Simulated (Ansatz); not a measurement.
# V_Mg in MgO (Fm-3m): charge-transition levels and formation energies

Charge states of V_Mg in MgO (Fm-3m), set against the band edges. Model: a cell of 54 host atoms with 1 Mg taken out.

Program: Ansatz 0.2.0. Level of theory: place-levels on r2SCAN runs: charge-transition levels and formation energies with image-charge correction and potential alignment at the atomic sites; PAW set soft_1. Results are calculated unless marked as measured.

### 1. The starting structure

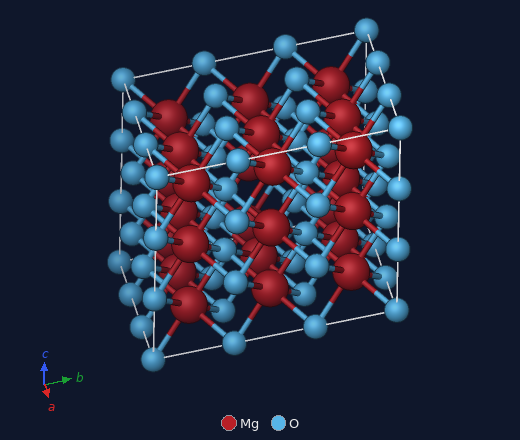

The starting structure, seen slightly off an axis (magnesium red, oxygen blue). Bonds to atoms that aren't drawn are left out. Some periodic images of atoms are drawn too.

The cell holds 53 atoms: 26 Mg and 27 O. Cell: a = 8.792 Å, b = 8.792 Å, c = 8.792 Å, α = 60.0°, β = 60.0°, γ = 60.0°. It derives from MgO (space group Fm-3m). Nearest the centre at fractional (0.667, 0.667, 0.333): O28 at 2.07 Å, O32 at 2.07 Å, O44 at 2.07 Å, O34 at 2.07 Å, O50 at 2.07 Å, O46 at 2.07 Å, Mg15 at 2.93 Å, Mg39 at 2.93 Å.

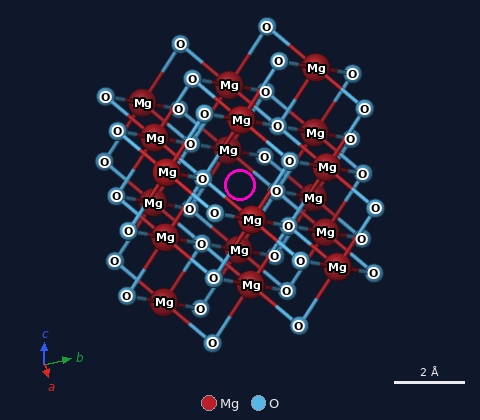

The atoms within 5 Å of the centre. A ring marks the centre wherever it is empty.

Structure file:

```xyz
53
Lattice="0.0000 6.2166 6.2166 6.2166 0.0000 6.2166 6.2166 6.2166 0.0000" Properties=species:S:1:pos:R:3 pbc="T T T"
Mg    0.0000    0.0000    0.0000
O     2.0722    2.0722    2.0722
Mg    2.0722    2.0722    0.0000
O     4.1444    4.1444    2.0722
Mg    4.1444    4.1444    0.0000
O     6.2166    6.2166    2.0722
Mg    2.0722    0.0000    2.0722
O     4.1444    2.0722    4.1444
Mg    4.1444    2.0722    2.0722
O     6.2166    4.1444    4.1444
Mg    6.2166    4.1444    2.0722
O     8.2888    6.2166    4.1444
Mg    4.1444    0.0000    4.1444
O     6.2166    2.0722    6.2166
Mg    6.2166    2.0722    4.1444
O     8.2888    4.1444    6.2166
Mg    8.2888    4.1444    4.1444
O    10.3610    6.2166    6.2166
Mg    0.0000    2.0722    2.0722
O     2.0722    4.1444    4.1444
Mg    2.0722    4.1444    2.0722
O     4.1444    6.2166    4.1444
Mg    4.1444    6.2166    2.0722
O     6.2166    8.2888    4.1444
Mg    2.0722    2.0722    4.1444
O     4.1444    4.1444    6.2166
Mg    4.1444    4.1444    4.1444
O     6.2166    6.2166    6.2166
Mg    6.2166    6.2166    4.1444
O     8.2888    8.2888    6.2166
Mg    4.1444    2.0722    6.2166
O     6.2166    4.1444    8.2888
Mg    6.2166    4.1444    6.2166
O     8.2888    6.2166    8.2888
Mg    8.2888    6.2166    6.2166
O    10.3610    8.2888    8.2888
Mg    0.0000    4.1444    4.1444
O     2.0722    6.2166    6.2166
Mg    2.0722    6.2166    4.1444
O     4.1444    8.2888    6.2166
Mg    4.1444    8.2888    4.1444
O     6.2166   10.3610    6.2166
Mg    2.0722    4.1444    6.2166
O     4.1444    6.2166    8.2888
Mg    4.1444    6.2166    6.2166
O     6.2166    8.2888    8.2888
Mg    6.2166    8.2888    6.2166
O     8.2888   10.3610    8.2888
Mg    4.1444    4.1444    8.2888
O     6.2166    6.2166   10.3610
O     8.2888    8.2888   10.3610
Mg    8.2888    8.2888    8.2888
O    10.3610   10.3610   10.3610
```

Screening for the image-charge correction: ε∞ = 3.24, ε0 = 10.37, from a response run on this crystal (DFPT, PBEsol) at that run's own cell.

The relaxed host is scaled by −1.5 % along all axes; the dielectric constants are those of the unstrained host.

The cell's shortest repeat is 8.8 Å.

### 2. The runs of each charge state

A transition level is the Fermi level at which two charge states cost the same, so each charge needs its own total energy, at its own relaxed structure.

Random displacements of about 0.05 Å break the site symmetry at the start, so that the relaxation can reach a distorted minimum if there is one. Forces are taken at one point at (¼, ¼, ¼). The cell holds 2 electrons more than the neutral one, with a uniform background that keeps it neutral on the whole.

The sampling was tested on the host first: at the k-points planned (1x1x1 shifted 0.25 0.25 0.25) its energy lies 0.020 eV an atom from the dense-mesh value, so the final energies take a denser sampling.

One of the inputs; charge, spin and start change from state to state.

The input, qm2.relax/input.yaml:

```yaml
crystal:
  lattice:
    - [0.0, 2.07219142, 2.07219142]
    - [2.07219142, 0.0, 2.07219142]
    - [2.07219142, 2.07219142, 0.0]
  atoms:
    - { symbol: Mg, position: [0.0, 0.0, 0.0] }
    - { symbol: O, position: [0.5, 0.5, 0.5] }
  supercell: [3, 3, 3]
  defects: [{ vacancy: 50 }]
total_charge: -2
basis:
  ecutwfc: 500
  xc_grid: 2
hamiltonian:
  xc: r2scan
  pseudopotentials: { kind: paw, azcp: { folder: soft_1 } }
kpoints:
  mp_grid: { grid: [1, 1, 1], shift: [0.25, 0.25, 0.25] }
scf:
  occupations: { method: fixed }
  max_iter: 100
output:
  forces: true
  charged_corrections: { epsilon: 3.24, static_epsilon: 10.37 }
relax:
  f_tol: 0.02
  max_steps: 80
  random_displacement: { amplitude: 0.05, seed: 235 }
checkpoint:
  write: "../qm2.relax.run"
  compress: false
  write_wavefunctions: true
  write_every: 100000
```

On the command line:

```sh
$ ansatz run input.yaml --threads 4 --pin off --max-ram 7536MiB --backend cpu --events-out ev --progress --plain --runs-dir out
```

The relaxed structure is kept and the sampling changed to a 2×2×2 shifted mesh.

The run of this state that the levels use, under r2SCAN:

The input, qm2.point/input.yaml:

```yaml
crystal:
  checkpoint: "../qm2.relax.run"
  host: checkpoint
total_charge: -2
basis:
  ecutwfc: 500
  xc_grid: 2
hamiltonian:
  xc: r2scan
  pseudopotentials: { kind: paw, azcp: { folder: soft_1 } }
kpoints:
  mp_grid: { grid: [2, 2, 2], shift: [0.5, 0.5, 0.5] }
scf:
  occupations: { method: fermi_dirac, width: 0.01 }
  max_iter: 100
output:
  forces: true
  eigenvalues: true
  charged_corrections:
    epsilon: 3.24
    static_epsilon: 10.37
    defect_position: [0.666667, 0.666667, 0.333333]
  eigenstates: { localisation: true }
  populations: true
checkpoint:
  read: "../qm2.relax.run"
  write: "../qm2.point.run"
  compress: false
  write_wavefunctions: false
  write_every: 100000
```

Relaxations under r2SCAN at one point at (¼, ¼, ¼); times on 4 threads of Arm Neoverse V2, shared host:

| charge | moment (μB) | occupations | outcome | steps | largest displacement against the far atoms (Å) | time |
| --- | --- | --- | --- | --- | --- | --- |
| −2 | 0 | fixed | converged | 4 | 0.11 | 42 s |
| −1 | 1 | fixed | converged | 12 | 0.11 | 5.9 min |
| 0 | 0 | fixed | not converged | - | - | 64 s |
| 0 | 0 | fermi-dirac | converged | 5 | 0.11 | 87 s |
| +1 | 1 | fixed | converged | 10 | 0.11 | 6.1 min |
| 0 | 2 | fixed | converged | 7 | 0.11 | 4 min |

Single points under r2SCAN at a 2×2×2 shifted mesh; times on 4 threads of Arm Neoverse V2, shared host:

| charge | moment (μB) | occupations | outcome | time |
| --- | --- | --- | --- | --- |
| −2 | 0 | fermi-dirac | converged | 43 s |
| −1 | 1 | fermi-dirac | converged | 2.7 min |
| 0 | 0 | fermi-dirac | converged | 59 s |
| +1 | 1 | fermi-dirac | converged | 3.2 min |
| 0 | 2 | fermi-dirac | converged | 2.7 min |

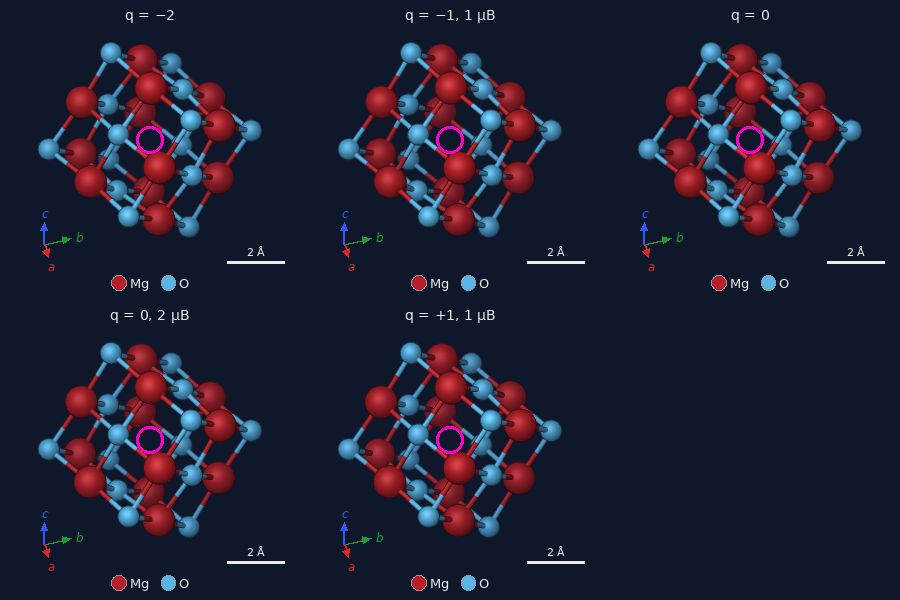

The structures near the centre after relaxation with r2SCAN, by charge. A ring marks the centre wherever it is empty.

Distances (Å) from the ideal centre to the nearest atoms after relaxation with r2SCAN:

| charge | moment (μB) | 1. | 2. | 3. | 4. | 5. | 6. |
| --- | --- | --- | --- | --- | --- | --- | --- |
| −2 | 0 | O 2.18 | O 2.18 | O 2.18 | O 2.19 | O 2.19 | O 2.19 |
| −1 | 1 | O 2.17 | O 2.18 | O 2.18 | O 2.18 | O 2.18 | O 2.19 |
| 0 | 0 | O 2.17 | O 2.17 | O 2.18 | O 2.18 | O 2.18 | O 2.18 |
| 0 | 2 | O 2.17 | O 2.17 | O 2.17 | O 2.18 | O 2.18 | O 2.18 |
| +1 | 1 | O 2.14 | O 2.14 | O 2.15 | O 2.16 | O 2.17 | O 2.18 |

### 3. Placing the levels, r2SCAN

A charged cell interacts with its images and the background, and its potential has another zero than the host's. place-levels removes the first by a point-charge model, screened by the static dielectric constant since the ions have relaxed around the charge, and the second by comparing potentials at atoms far from the defect.

The host is a run of the defect-free crystal in the same cutoffs, grids and k-points, so that basis and sampling errors cancel in part in the differences. The host is run in a cell of 2 atoms on a matching mesh. Its band edges are searched through the zone by a band path, so the gap is smaller than, or equal to, that on the mesh. Chemical potentials are energies per atom of Mg (hcp), run with the same functional and cutoff.

The input, levels.point.yaml:

```yaml
host:
  run: host.point.run
states: [qm2.point.run, qm1_M1.point.run, q0.point.run, qp1_M1.point.run, q0_M2.point.run]
geometry_from:
  qm2.point.run: qm2.relax.run
  qm1_M1.point.run: qm1_M1.relax.run
  q0.point.run: q0.relax_smeared.run
  qp1_M1.point.run: qp1_M1.relax.run
  q0_M2.point.run: q0_M2.relax.run
chemical_potentials:
  Mg:
    energy: -1926.407918
    dataset: "<sha256 of the dataset>"
epsilon: 3.24
static_epsilon: 10.37
vertical:
  - { from: qm2.point.run, to: qm2.point_neutral.run }
  - { from: qm1_M1.point.run, to: qm1_M1.point_neutral.run }
  - { from: qp1_M1.point.run, to: qp1_M1.point_neutral.run }
```

On the command line:

```sh
$ ansatz place-levels levels.point.yaml -- --threads 4 --pin off --max-ram 7536MiB
```

Numbers of over 12 decimals in the logs are rounded to 6 here.

The program printed:

```text
[... repeated set-up lines and file paths are left out, and long positions are rounded to six places ...]
(+1/0) 0.105 eV beneath the valence edge (-0.214 eV without the band-filling correction), in the valence band
(0/-1) 0.359 eV above the valence edge, 5.793 eV under the conduction edge
(-1/-2) 0.842 eV above the valence edge, 5.311 eV under the conduction edge
formation energy of charge +1: +9.283 eV with the Fermi level at the valence edge
formation energy of charge 0: +9.177 eV with the Fermi level at the valence edge
formation energy of charge -1: +9.537 eV with the Fermi level at the valence edge
formation energy of charge -2: +10.379 eV with the Fermi level at the valence edge
vertical -2 to 0: no energy, since no alignment is typed
  the change from vertical[0].from (qm2.point.run) to vertical[0].to (qm2.point_neutral.run): by its potential at epsilon 3.24 it stands at 0.667 0.666 0.333, with an rms radius of about 4.2 Å (2.4 2.4 2.4 Å across the planes of the cell's vectors); [...]
vertical -1 to 0: no energy, since no alignment is typed
  the change from vertical[1].from (qm1_M1.point.run) to vertical[1].to (qm1_M1.point_neutral.run): by its potential at epsilon 3.24 it stands at 0.666 0.662 0.335, with an rms radius of about 5.0 Å (2.8 2.8 3.0 Å across the planes of the cell's vectors); [...]
vertical +1 to 0: no energy, since no alignment is typed
  the change from vertical[2].from (qp1_M1.point.run) to vertical[2].to (qp1_M1.point_neutral.run): by its potential at epsilon 3.24 it stands at 0.656 0.654 0.288, with an rms radius of about 3.5 Å (2.0 2.0 2.1 Å across the planes of the cell's vectors); [...]
  edges by r2scan, gap 6.153 eV; the host is sampled to repeats of 17.58 Å
  the defect's cells are sampled to repeats of 17.58 Å, like sampling
[...]
of states[3] (qp1_M1.point.run): it parts from the run at its places by a charge that spreads by about 2.1 Å along one vector (1.2 Å or more is wide), by its potential at epsilon 3.24, taken for that of held ions (one typed too small widens it), where the [...]
  of states[4] (q0_M2.point.run): its alignment with the host at atomic sites is doubtful: the cell is too small to show whether the defect's potential has decayed: take a larger one; stability_check_not_made
  of states[1] (qm1_M1.point.run): it parts from the run at its places by a charge that spreads by about 3 Å along one vector (1.2 Å or more is wide), by its potential at epsilon 3.24, taken for that of held ions (one typed too small widens it), where the [...]
  of states[0] (qm2.point.run): it parts from the run at its places by a charge that spreads by about 2.4 Å along one vector (1.2 Å or more is wide), by its potential at epsilon 3.24, taken for that of held ions (one typed too small widens it), where the cell [...]
  of states[2] (q0.point.run): its alignment with the host at atomic sites is doubtful: the cell is too small to show whether the defect's potential has decayed: take a larger one
  of vertical[0].from (qm2.point.run): it parts from the run at its places by a charge that spreads by about 2.4 Å along one vector (1.2 Å or more is wide), by its potential at epsilon 3.24, taken for that of held ions (one typed too small widens it), where [...]
  vertical[0].to (qm2.point_neutral.run): levels filled in part (TS 0.011 eV): its energy is of no whole electron's
  vertical[1].from (qm1_M1.point.run): levels filled in part (TS 0.006 eV): its energy is of no whole electron's
  of vertical[1].from (qm1_M1.point.run): stability_check_not_made; [...]
  vertical[1].to (qm1_M1.point_neutral.run): levels filled in part (TS 0.010 eV): its energy is of no whole electron's
  vertical[2].from (qp1_M1.point.run): levels filled in part (TS 0.001 eV): its energy is of no whole electron's
  of vertical[2].from (qp1_M1.point.run): stability_check_not_made; [...]
  vertical[2].to (qp1_M1.point_neutral.run): levels filled in part (TS 0.010 eV): its energy is of no whole electron's
```

Wall time 0.41 s (4 threads of Arm Neoverse V2, shared host).

Levels between the charges placed, in eV above the valence top:

|  | gap (eV) | (+1/0) | (0/−1) | (−1/−2) |
| --- | --- | --- | --- | --- |
| r2SCAN | 6.15 | -0.11 | 0.36 | 0.84 |

Corrections by state:

| charge | moment (μB) | image terms and alignment (eV) | band filling (eV) | ε used | over the lowest of its charge, as the program ranks them, band filling apart (eV) |
| --- | --- | --- | --- | --- | --- |
| +1 | 1.0 | -0.363 | -0.108 | 10.37 | 0.000 |
| 0 | 2.0 | 0.000 | - | - | 0.000 |
| −1 | 1.0 | 0.684 | - | 10.37 | 0.000 |
| −2 | 0.0 | 1.744 | - | 10.37 | 0.000 |
| 0 | 0.0 | 0.000 | - | - | 0.137 |

The charged structures listed were also run neutral, and place-levels reads from each pair, by the potential or the spins, how wide the charge is by which they differ; that can be the carrier of either run.

| charge | rms radius (Å) | spread where it is widest against the cell (Å) | wide from (Å) | reading |
| --- | --- | --- | --- | --- |
| +1 | 3.5 | 2.09 | 1.24 | wide |
| −1 | 5.0 | 3.03 | 1.24 | wide |
| −2 | 4.2 | 2.41 | 1.24 | wide |

The neutral runs of these pairs need not share the spin of the lowest neutral state, and very wide values only mean spread over the cell.

From the program's caveats on the states, each cut to its opening words:

- charge +1 (1 μB): it parts from the run at its places by a charge that spreads by about 2.1 Å along one vector (1.2 Å or more is wide), by its potential at epsilon 3.24, taken [...]
- charge +1 (1 μB): a band-filling correction moves a carrier to the host's band edge, which changes its energy by -0.108 eV
- charge +1 (1 μB), 0 (2 μB), −1 (1 μB), −2, 0: its alignment with the host at atomic sites is doubtful: the cell is too small to show whether the defect's potential has decayed: take a larger one
- charge +1 (1 μB): the host's ions (past the first shell or, of a walk that freed a part, those that it held) aren't shown at rest: they stand up to 0.063 Å off their sites, 0.81 [...]
- charge +1 (1 μB), 0 (2 μB), −1 (1 μB): flagged: stability check not made
- charge −1 (1 μB): it parts from the run at its places by a charge that spreads by about 3 Å along one vector (1.2 Å or more is wide), by its potential at epsilon 3.24, taken for [...]
- charge −2: it parts from the run at its places by a charge that spreads by about 2.4 Å along one vector (1.2 Å or more is wide), by its potential at epsilon 3.24, taken [...]

Chemical potentials of the elements' reference phases, run alike. Formation energy by charge state (elemental references; gap 6.15 eV):

| charge | at valence top (eV) | at conduction bottom (eV) | correction included (eV) |
| --- | --- | --- | --- |
| +1 | 9.28 | 15.44 | -0.47 |
| 0 | 9.18 | 9.18 | 0.00 |
| −1 | 9.54 | 3.38 | 0.68 |
| −2 | 10.38 | -1.93 | 1.74 |

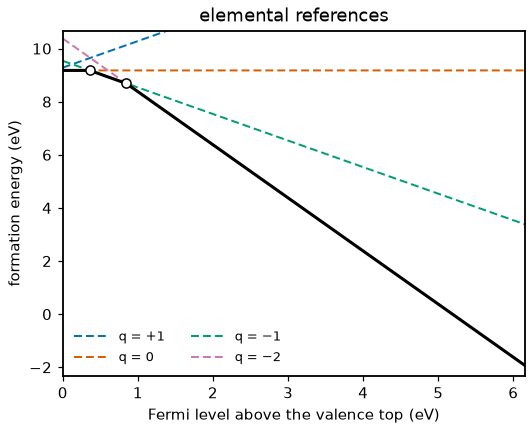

Formation energy against Fermi level; the thick line follows the lowest charge state and circles mark the transition levels.

The charge transition levels (eV, zero at the valence-band top of the host):

|  | conduction bottom | valence top |
| --- | --- | --- |
| V_Mg | 6.15 | 0.00 |

|  | level | energy (eV) |
| --- | --- | --- |
| V_Mg | (+1/0) | -0.11 |
| V_Mg | (0/−1) | 0.36 |
| V_Mg | (−1/−2) | 0.84 |

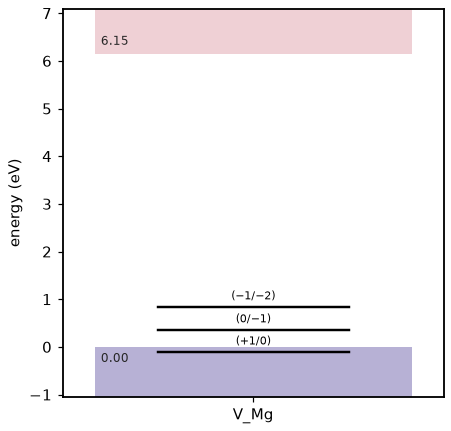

Charge transition levels. Shaded: valence and conduction bands.

### 4. Outcome

```yaml
gap_of_the_host: 6.15 eV (r2SCAN)
level_plus_1_over_0: 0.11 eV below the valence top (-0.21 eV above the valence top without the band-filling term)
level_0_minus_1: 0.36 eV above the valence top
level_minus_1_minus_2: 0.84 eV above the valence top
lowest_of_the_charges_placed_just_above_the_valence_top_0p02_ev: 0
lowest_of_the_charges_placed_just_below_the_conduction_bottom_0p02_ev: −2
lowest_formation_energy_at_mid_gap_of_the_charges_run_elemental_references: 4.23 eV
```

In words: Of the charges placed (−2, −1, 0 and +1), the lowest changes at 0.36 eV (0/−1) and 0.84 eV (−1/−2) above the valence top, in a gap of 6.15 eV. (0/−1) and (−1/−2) lie nearer to a band edge than the share of the finite-size correction in them (0.68 and 1.06 eV), and that correction holds for a localised charge alone. Charges below −2 were not placed, so these runs say nothing of levels that involve them. States placed: +1 at 1 μB; 0 at 2 μB and 0 μB; −1 at 1 μB; −2 at 0 μB. Other spin states or structures, where not listed, weren't placed. The program finds carriers beyond a band edge of the host and adds a band-filling term at charge +1 (-0.11 eV); steps to such a charge show no bound level, and a defect level inside a band would be read the same way. Corrections reach 1.7 eV, so the cell is small for these charges and their levels are rough. The program doubts the alignment of potentials for at least one state, a sign that the cell is small. Keep in mind: the images are only 8.8 Å apart; r2SCAN makes the gap too small and tends to spread out bound carriers; where a gas molecule sets a chemical potential or the host's formation energy, its binding is uncorrected; force components of up to 0.22 eV/Å remain in a run at the final settings.

[Logs are printed without paths, hosts, clocks, repeated set-up lines and the standing remarks that a program may print on its own settings, such as how far it seeks lower states.]

[Hosts, paths, dates, database ids (printed as entryN), source tags and the programs' standing remarks are cut or masked in the printed files.]

[Where a table of states has a column of steps, it counts the stored structures, which are thinned; the runs took as many ionic steps or more.]

[A defect's name tells the site on which it was built; relaxed atoms can leave that site.]

[For some hosts the program warned that the k-mesh of the response run may be too coarse for force constants and the static dielectric constant; such warnings are not shown here.]
